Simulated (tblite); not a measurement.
# Single-point calculation, with input and output: GaAs

- system: GaAs (2 atoms in the cell)
- method: with the settings of its input (tblite 0.8.0)

The structure was built on a prototype by a generator. The geometry comes from this level: r2SCAN. It belongs to a series of runs on one base structure; here: temperature = 0.3.

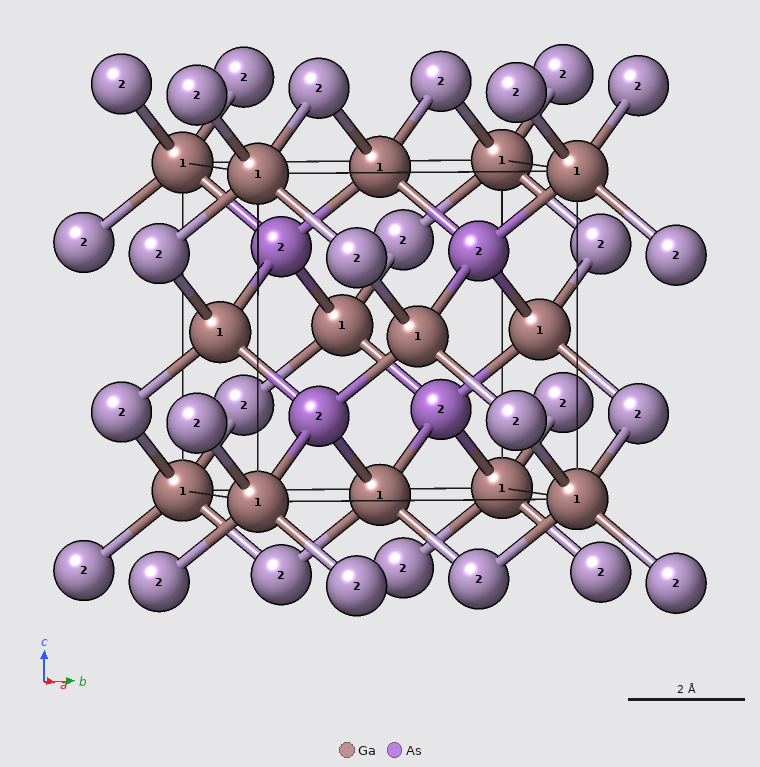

The input geometry (ball-and-stick view of the cell 4 times as large as that of the calculation, set on its symmetry axes, seen at an oblique angle; neighbours outside the cell are drawn fainter; atoms are numbered from 1 in the order of the input). Near neighbours in the crystal (not all of them lie inside the picture): Ga has 4 As at 2.45 Å; As has 4 Ga at 2.45 Å.

### Results in brief

```csv
quantity,value
outcome,converged
space group (tolerance 0.01 Å),F-43m (216)
electrons treated,8
total energy,−97.5902 eV
band gap,2.67 eV
pressure,9.18 GPa
hardware,"1 thread of Arm Neoverse V1, 24 GiB of memory available, shared host"
wall time,6.1 s
peak memory,0.14 GiB
```

### Remarks

Settings chosen away from the usual ones: temperature = 0.3.

### Input
```python
import json
from ase import Atoms
from ase.build import make_supercell
from ase.units import Bohr, GPa, Hartree
from tblite.interface import Calculator

atoms = Atoms(['Ga', 'As'],
              cell=[[0.0, 2.833085, 2.833085], [2.833085, 0.0, 2.833085], [2.833085, 2.833085, 0.0]],
              scaled_positions=[[-0.0, 0.0, 0.0], [0.25, 0.25, 0.25]],
              pbc=True)
cluster = make_supercell(atoms, [[-2, 2, 2], [-2, -2, 2], [2, -2, 2]])
calc = Calculator('GFN2-xTB', cluster.numbers, cluster.positions / Bohr, lattice=cluster.cell[:] / Bohr, periodic=cluster.pbc)
calc.set('temperature', 0.3 / Hartree)
calc.set('max-iter', 150)
res = calc.singlepoint()
levels = res.get('orbital-energies') * Hartree
nv = round(res.get('orbital-occupations').sum() / 2)
cells = len(cluster) // len(atoms)
out = {'energy_per_cell': res.get('energy') * Hartree / cells, 'homo': levels[nv - 1], 'lumo': levels[nv],
       'stress': (-res.get('virial') * Hartree / cluster.get_volume() / GPa).tolist(), 'charges': res.get('charges')[:len(atoms)].tolist(), 'electrons': 2 * nv / cells}
json.dump(out, open('results.json', 'w'))
for key, value in out.items():
    print(key, value)
```

Launched with:
```bash
python run.py
```

### What the program printed
```
------------------------------------------------------------
  cycle        total energy    energy error   density error
------------------------------------------------------------
      1     -111.3108602132  -1.1172029E+02   2.1211789E-01
      2     -113.9950408785  -2.6841807E+00   1.4875394E-01
      3     -114.7322624407  -7.3722156E-01   7.3837128E-02
      4     -114.7070332895   2.5229151E-02   4.7509162E-02
      5     -114.7634991201  -5.6465831E-02   5.8123694E-03
      6     -114.7639190051  -4.1988493E-04   2.3808175E-03
      7     -114.7638639311   5.5073955E-05   3.0520342E-03
      8     -114.7639467680  -8.2836910E-05   2.8662450E-04
      9     -114.7639483242  -1.5562402E-06   1.7325363E-04
     10     -114.7639483552  -3.0906477E-08   1.2641157E-04
     11     -114.7639482377   1.1749891E-07   4.2512051E-05
     12     -114.7639483900  -1.5232909E-07   1.8289556E-05
------------------------------------------------------------

 total:                                   5.490 sec
energy_per_cell -97.59019066626232
homo -8.494257527018167
lumo -5.8263145465957935
stress [[9.175290071266527, -2.272890067788625e-06, 2.2728815720773688e-06], [-2.2728900674999844e-06, 9.17529007126668, 2.2728865980247484e-06], [2.2728815718629784e-06, 2.2728865980510284e-06, 9.175290071266813]]
charges [-0.03833753468555745, 0.038322890680433264]
electrons 8.0
```
